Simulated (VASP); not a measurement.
# Lattice of TePb (Altaite) across functionals and dispersion corrections

Which functional gives the lattice of TePb (Altaite) as experiment finds it, and is a dearer one worth its cost? The levels: PBE, LDA, r2SCAN and PBE + D3(BJ). LASPH is on for some levels and off for others; the table marks which. The start is a cell from a database of measured crystal structures.

Method: PBE; plane waves and PAW (Te, Pb_d), in the first sound run; inputs show where later runs differ, in VASP 6.6.1.

Experimental background.

For PbTe, rocksalt (melt-grown single-crystal fragment, about 42 um across, 125 K), “Correlated local dipoles in PbTe” (2017, arxiv:1709.02863) gives, by single-crystal x-ray diffraction: lattice constant a (cubic lattice constant a at 125 K) 6.4397 ± 0.0001 Å.

This is a report of a sequence of runs, with most program output left out.

**1. The starting structure**

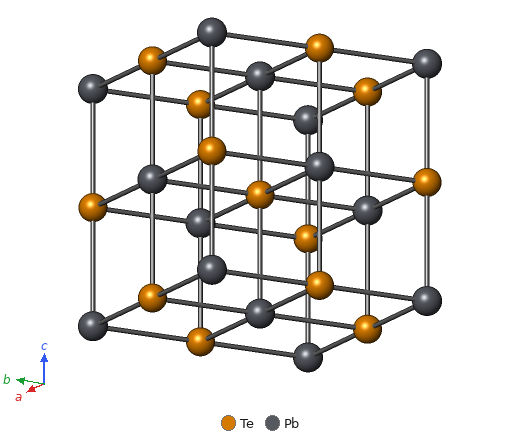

The starting structure, seen from a free direction (tellurium orange, lead dark grey). This picture shows the conventional cell, with its axes. Some periodic images of atoms are drawn too.

Coordinates:

```xyz
2
Lattice="0.0000 3.2271 3.2271 3.2271 0.0000 3.2271 3.2271 3.2271 0.0000" Properties=species:S:1:pos:R:3 pbc="T T T"
Te    3.2271    3.2271    3.2271
Pb    0.0000    0.0000    0.0000
```

**2. Relaxation with PBE**

The start need not lie at this functional's minimum. ISIF = 3 frees volume, shape and positions, and EDIFFG sets the threshold on forces and stress at which the search stops. PBE, the usual starting point, adds the gradient of the density.

The input, INCAR:

```
SYSTEM = TePb
PREC = Accurate
ENCUT = 520
EDIFF = 1E-06
NELM = 100
ISMEAR = -1
SIGMA = 0.05
LREAL = .FALSE.
ALGO = Normal
GGA = PE
NBANDS = 16
LORBIT = 11
LWAVE = .FALSE.
LCHARG = .FALSE.
KPAR = 2
IBRION = 2
NSW = 60
ISIF = 3
EDIFFG = -0.01
```

The input, POSCAR:

```
TePb
1.0
    0.0000000000      3.2270500000      3.2270500000
    3.2270500000      0.0000000000      3.2270500000
    3.2270500000      3.2270500000      0.0000000000
Te Pb
1 1
Direct
    0.5000000000      0.5000000000      0.5000000000
    0.0000000000      0.0000000000      0.0000000000
```

The input, KPOINTS:

```
Automatic mesh
0
Gamma
7 7 7
0 0 0
```

The projector-augmented-wave data sets are Te and Pb_d (PBE family, release 64).

The run is started by

```bash
mpirun -np 2 vasp_std
```

It took 12 s on 2 MPI ranks of Intel Xeon 6975P-C (Granite Rapids), shared host; peak memory 0.42 GiB; 22 s of CPU time.

The gap is read on the k-mesh alone, so it is an upper bound where the band edges lie off the mesh. The run keeps the 48 symmetry operations of its start, so it cannot find a distortion of lower symmetry.

Relaxation path:

| step | energy less that of the first step (eV) | largest force (eV/Å) | pressure (GPa) | volume (Å³) |
| --- | --- | --- | --- | --- |
| 1 | 0.0000 | 0.0000 | 2.24 | 67.21 |
| 2 | -0.0220 | 0.0000 | -0.58 | 71.89 |
| 3 | -0.0239 | 0.0000 | 0.01 | 70.78 |

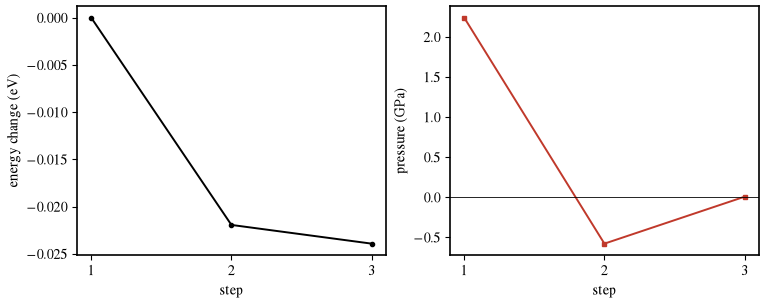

Energy and pressure along the relaxation.

| conventional cell, symmetrised | before | after | change |
| --- | --- | --- | --- |
| a (Å) | 6.454 | 6.566 | +1.7 % |
| b (Å) | 6.454 | 6.566 | +1.7 % |
| c (Å) | 6.454 | 6.566 | +1.7 % |
| volume (Å³/atom) | 33.61 | 35.39 | +5.3 % |

Final coordinates:

```xyz
2
Lattice="0.0000 3.2832 3.2832 3.2832 0.0000 3.2832 3.2832 3.2832 0.0000" Properties=species:S:1:pos:R:3 pbc="T T T"
Te    3.2832    3.2832    3.2832
Pb    0.0000    0.0000    0.0000
```

Numbers from this step:

| Quantity | Value |
| --- | --- |
| electrons | 20 |
| bands | 16 |
| irreducible k-points | 20 |
| symmetry operations | 48 |
| free energy (TOTEN) | -7.523 eV |
| Fermi energy | 5.471 eV |
| pressure | 0.005905 GPa |
| metallic | no |
| valence top at k | 0.4286, 0, 0 |
| conduction bottom at k | 0.4286, 0, 0 |
| least direct gap at k | 0.4286, 0, 0 |
| SCF cycles over all ionic steps | 26 |
| gap on the k-mesh | 1.076 eV |
| least direct gap on the k-mesh | 1.076 eV |

It ends with forces that vanish by symmetry and a pressure of 0.01 GPa. The volume lies +5.3 % from that of the database's start. The conventional cell has a = 6.566 Å.

**3. Relaxation with LDA**

This step: LDA; plane waves and PAW (Te, Pb_d) (VASP 6.6.1).

LDA, the lowest rung, knows the local density alone.

INCAR: that of step 2 with these lines changed.

```diff
@@ -9,3 +9,3 @@
 ALGO = Normal
-GGA = PE
+GGA = CA
 NBANDS = 16
```

POSCAR is that of step 2.

KPOINTS is that of step 2.

The run is started by

```bash
mpirun -np 2 vasp_std
```

It took 11 s on 2 MPI ranks; peak memory 0.37 GiB.

The PAW data sets were made with PBE, though LDA sets exist; this is a small mismatch.

The steps of the relaxation:

| step | energy less that of the first step (eV) | largest force (eV/Å) | pressure (GPa) | volume (Å³) |
| --- | --- | --- | --- | --- |
| 1 | 0.0000 | 0.0000 | -1.43 | 67.21 |
| 2 | -0.0080 | 0.0000 | 0.63 | 64.33 |
| 3 | -0.0095 | 0.0000 | -0.01 | 65.14 |

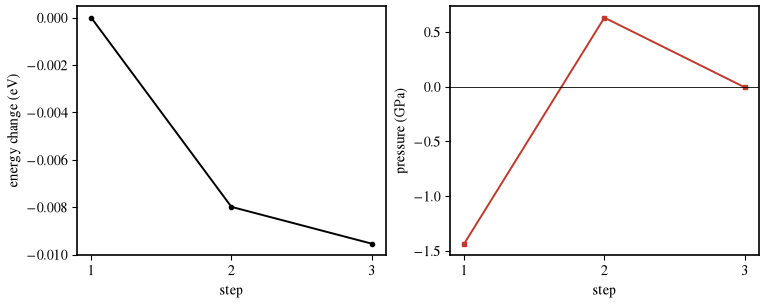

Energy and pressure along the relaxation.

| conventional cell, symmetrised | before | after | change |
| --- | --- | --- | --- |
| a (Å) | 6.454 | 6.387 | -1.0 % |
| b (Å) | 6.454 | 6.387 | -1.0 % |
| c (Å) | 6.454 | 6.387 | -1.0 % |
| volume (Å³/atom) | 33.61 | 32.57 | -3.1 % |

Final coordinates:

```xyz
2
Lattice="0.0000 3.1935 3.1935 3.1935 0.0000 3.1935 3.1935 3.1935 0.0000" Properties=species:S:1:pos:R:3 pbc="T T T"
Te    3.1935    3.1935    3.1935
Pb    0.0000    0.0000    0.0000
```

This step gave:

```
free energy (TOTEN)            : -8.817 eV
Fermi energy                   : 6.115 eV
pressure                       : -0.005500 GPa
gap on the k-mesh              : 0.8852 eV
least direct gap on the k-mesh : 0.8852 eV
```

It ends at 32.57 Å³/atom, -3.1 % from the start, with -0.01 GPa left. The conventional cell has a = 6.387 Å.

**4. Relaxation with r2SCAN**

This step: r2SCAN; plane waves and PAW (Te, Pb_d) (VASP 6.6.1).

r2SCAN adds the kinetic-energy density, costs more than a GGA and is run with LASPH.

INCAR: that of step 3 with these lines changed.

```diff
@@ -9,3 +9,4 @@
 ALGO = Normal
-GGA = CA
+METAGGA = R2SCAN
+LASPH = .TRUE.
 NBANDS = 16
```

POSCAR is that of step 3.

KPOINTS is that of step 3.

The run is started by

```bash
mpirun -np 2 vasp_std
```

Elapsed: 53 s, on 2 MPI ranks; peak memory 0.44 GiB; 1.7 min of CPU time.

The PAW data sets were made with PBE, which is usual practice but a small mismatch for other functionals.

Step by step:

| step | energy less that of the first step (eV) | largest force (eV/Å) | pressure (GPa) | volume (Å³) |
| --- | --- | --- | --- | --- |
| 1 | 0.0000 | 0.0000 | 1.71 | 67.21 |
| 2 | -0.0109 | 0.0000 | -0.60 | 70.77 |
| 3 | -0.0129 | 0.0000 | 0.01 | 69.72 |

| conventional cell, symmetrised | before | after | change |
| --- | --- | --- | --- |
| a (Å) | 6.454 | 6.534 | +1.2 % |
| b (Å) | 6.454 | 6.534 | +1.2 % |
| c (Å) | 6.454 | 6.534 | +1.2 % |
| volume (Å³/atom) | 33.61 | 34.86 | +3.7 % |

Final coordinates:

```xyz
2
Lattice="0.0000 3.2668 3.2668 3.2668 0.0000 3.2668 3.2668 3.2668 0.0000" Properties=species:S:1:pos:R:3 pbc="T T T"
Te    3.2668    3.2668    3.2668
Pb    0.0000    0.0000    0.0000
```

It ends at 34.86 Å³/atom, +3.7 % from the start, with 0.01 GPa left. The conventional cell has a = 6.534 Å.

**5. Relaxation with PBE + D3(BJ)**

This step: PBE with D3(BJ); plane waves and PAW (Te, Pb_d) (VASP 6.6.1).

A dispersion term adds the long-range attraction that semilocal functionals lack. D3 with Becke-Johnson damping keeps a finite attraction at short range.

INCAR: that of step 4 with these lines changed.

```diff
@@ -9,4 +9,4 @@
 ALGO = Normal
-METAGGA = R2SCAN
-LASPH = .TRUE.
+GGA = PE
+IVDW = 12
 NBANDS = 16
```

POSCAR is that of step 4.

KPOINTS is that of step 4.

The run is started by

```bash
mpirun -np 2 vasp_std
```

Elapsed: 11 s, on 2 MPI ranks; peak memory 0.43 GiB; 19 s of CPU time.

Relaxation path:

| step | energy less that of the first step (eV) | largest force (eV/Å) | pressure (GPa) | volume (Å³) |
| --- | --- | --- | --- | --- |
| 1 | 0.0000 | 0.0000 | 0.24 | 67.21 |
| 2 | -0.0003 | 0.0000 | -0.07 | 67.71 |
| 3 | -0.0003 | 0.0000 | 0.00 | 67.60 |

| conventional cell, symmetrised | before | after | change |
| --- | --- | --- | --- |
| a (Å) | 6.454 | 6.467 | +0.2 % |
| b (Å) | 6.454 | 6.467 | +0.2 % |
| c (Å) | 6.454 | 6.467 | +0.2 % |
| volume (Å³/atom) | 33.61 | 33.80 | +0.6 % |

The relaxed structure:

```xyz
2
Lattice="0.0000 3.2333 3.2333 3.2333 0.0000 3.2333 3.2333 3.2333 0.0000" Properties=species:S:1:pos:R:3 pbc="T T T"
Te    3.2333    3.2333    3.2333
Pb    0.0000    0.0000    0.0000
```

It ends at 33.80 Å³/atom, +0.6 % from the start, with 0.00 GPa left. The conventional cell has a = 6.467 Å. Against plain PBE, the dispersion term moves a by -1.5 %.

**6. The cells as a table**

This step: relaxed cells at several levels; plane waves and PAW (VASP 6.6.1).

No new run; the numbers come from the runs before.

Lengths are those of the conventional cell; cost is the wall time of each run, as given at its step, times its ranks, without the set-up around it; LASPH differs between rows, which moves results and costs too. Results by level, by row:

| level | volume (Å³/atom) | change from the start (%) | a (Å) | cost (core minutes) | LASPH |
| --- | --- | --- | --- | --- | --- |
| PBE | 35.39 | 5.3 | 6.566 | 0.387 | off |
| LDA | 32.57 | -3.1 | 6.387 | 0.36 | off |
| r2SCAN | 34.86 | 3.7 | 6.534 | 1.77 | on |
| PBE + D3(BJ) | 33.8 | 0.6 | 6.467 | 0.373 | off |

**7. What came out**

| Item | Value |
| --- | --- |
| volume, PBE | 35.39 Å³/atom |
| volume, LDA | 32.57 Å³/atom |
| volume, r2SCAN | 34.86 Å³/atom |
| volume, PBE + D3(BJ) | 33.80 Å³/atom |

**Reading.** For TePb (Altaite) the levels give volumes between 32.57 Å³/atom (LDA) and 35.39 Å³/atom (PBE), a spread of 8.7 %, while the cost of the finished runs spans a factor of 4.9. Within 1 % of experiment on every length: LDA and PBE + D3(BJ). The nearest, PBE + D3(BJ), is among the cheap ones. Thermal and zero-point expansion, often some tenths of a per cent in length, bear on this order: with the measured lengths lowered by an assumed 0.4 % the nearest becomes LDA. The costs hold the number of ionic steps as well as the price of the functional. Adding D3(BJ) to PBE changes the volume by -4.5 % (a by -1.5 %). Within 0.02 Å all end in space group Fm-3m; the runs can't lower the symmetry of the start. Spin-orbit coupling is left out. LASPH is on for some levels and off for others, so differences between them are not the functional's alone. Each is a single relaxation on the plane waves of the start cell, so larger changes of volume carry a basis-set error that was not tested here.

Calculation against experiment:

| quantity | measured | PBE | LDA | r2SCAN | PBE + D3(BJ) |
| --- | --- | --- | --- | --- | --- |
| lattice constant a (Å) | 6.4397 | 6.566 (+2.0 %) | 6.387 (-0.8 %) | 6.534 (+1.5 %) | 6.467 (+0.4 %) |

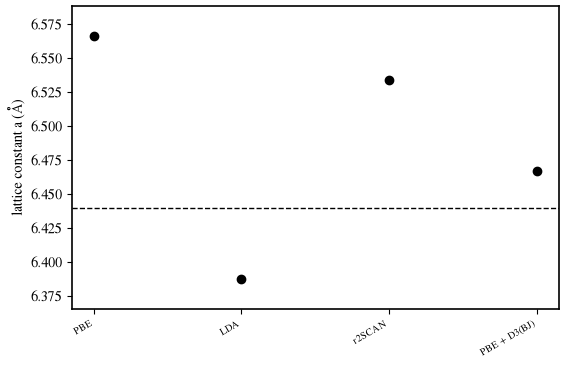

The lattice constant a by level; the dashed line is the measured value.

Measured values from arxiv:1709.02863 (2017).

How well it matches: For the lattice constant a, of the levels listed nearest comes PBE + D3(BJ) (+0.4 %, good agreement) and farthest PBE (+2.0 %, a clear miss). The grades are ours: good and fair within 0.7 and 1.5 % for the lattice constant a. For lattice constants the calculation has a static lattice, without zero-point motion or thermal expansion (measured at up to 125 K).

[Lines on the potential files, build, host, timing and source positions are cut from VASP's logs without a mark.]

[Logs are printed without paths, hosts, clocks, repeated set-up lines and the standing remarks that a program may print on its own settings, such as how far it seeks lower states.]

[Hosts, paths, dates, database ids (printed as entryN), source tags and the programs' standing remarks are cut or masked in the printed files.]

[A measured line is paired with the nearest computed mode of its activity, which favours agreement.]
